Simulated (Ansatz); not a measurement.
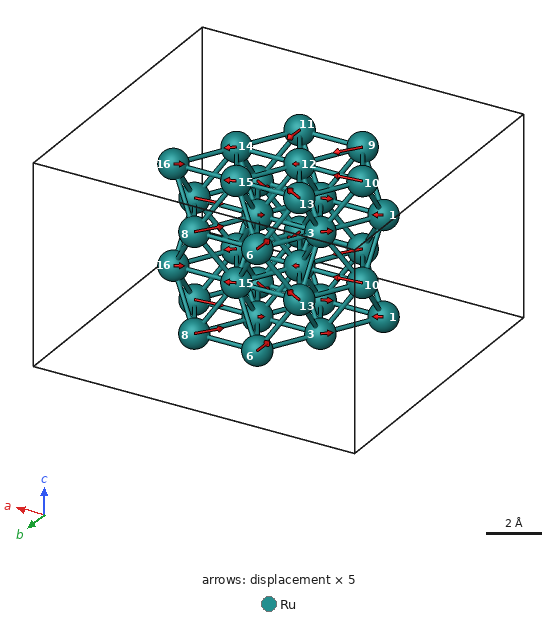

A relaxation of a wire of composition Ru. The starting structure is drawn; red arrows show the displacements (the part carried along by the change of the cell is left out), magnified 5 times.

Style: ball-and-stick. Shown: the 2 repeat of the cell, with the vacuum cut short, from a free direction.

Case: wire along [0 0 1], 16 atoms a period.

All numbers below come from Ansatz, DFT PBEsol, scalar-relativistic, plane waves, PAW.

Input file:
```yaml
crystal:
  lattice:
    - [15.7, 0.0, 0.0]
    - [0.0, 14.7, 0.0]
    - [0.0, 0.0, 4.2519209237]
  atoms:
    - { symbol: Ru, position: [0.2858659229, 0.3679594039, 0.25] }
    - { symbol: Ru, position: [0.4571731846, 0.3679594039, 0.25] }
    - { symbol: Ru, position: [0.3715195537, 0.5264081192, 0.25] }
    - { symbol: Ru, position: [0.6284804463, 0.3679594039, 0.25] }
    - { symbol: Ru, position: [0.5428268154, 0.5264081192, 0.25] }
    - { symbol: Ru, position: [0.4571731846, 0.6848568346, 0.25] }
    - { symbol: Ru, position: [0.7141340771, 0.5264081192, 0.25] }
    - { symbol: Ru, position: [0.6284804463, 0.6848568346, 0.25] }
    - { symbol: Ru, position: [0.3715195537, 0.3151431654, 0.75] }
    - { symbol: Ru, position: [0.2858659229, 0.4735918808, 0.75] }
    - { symbol: Ru, position: [0.5428268154, 0.3151431654, 0.75] }
    - { symbol: Ru, position: [0.4571731846, 0.4735918808, 0.75] }
    - { symbol: Ru, position: [0.3715195537, 0.6320405961, 0.75] }
    - { symbol: Ru, position: [0.6284804463, 0.4735918808, 0.75] }
    - { symbol: Ru, position: [0.5428268154, 0.6320405961, 0.75] }
    - { symbol: Ru, position: [0.7141340771, 0.6320405961, 0.75] }
basis:
  ecutwfc: 420
kpoints:
  mp_grid: { grid: [1, 1, 13] }
hamiltonian:
  xc: pbesol
scf:
  occupations: { method: gaussian, width: 0.05 }
output:
  forces: true
  stress: true
  eigenvalues: true
  populations: true
  write_density: true
  write_potential: true
  elf: true
  volumetric_format: npy
relax:
  adjacent_minimum: "off"
  f_tol: 0.02
  max_steps: 45
  cell: { fix: [a, b, alpha, beta, gamma], stress_tol: 0.03 }
```

Command:
```bash
ansatz run input.yaml --threads 4 --pin off --max-ram 11264MiB --backend cpu --events-out ev --progress --plain --runs-dir out
```

Question: What happened in the run?

Answer: The energy falls by 1.981 eV per cell of the calculation in 6 accepted moves (7 points after the start). Largest force component: 1.9 eV/Å at the start, 0.0059 eV/Å at the end. At 1 point the geometry stayed and the basis and grid were re-selected for the new cell (energy shift of 0.2 meV per cell of the calculation at most each time). The largest moves relative to the centre of the atoms, 0.24 Å, are those of Ru7, Ru8, Ru9 and Ru10. Along the periodic axis the drawn cell goes c 8.504 → 8.530 Å (+0.3 %). Some distances before and after: Ru10–Ru12 2.690 → 2.499 Å, Ru14–Ru16 2.690 → 2.519 Å, Ru2–Ru9 2.633 → 2.463 Å, Ru11–Ru12 2.690 → 2.534 Å. Bond angles that change, for instance: Ru7–Ru16–Ru8 145.7° → 139.6°, Ru7–Ru16–Ru8 61.4° → 56.6°, Ru14–Ru16–Ru15 60.0° → 63.7°. The run took 81 s on 4 threads of AMD EPYC 9R45 96-Core Processor (Zen 5), with other jobs on the host, peak memory 3.2 GiB.
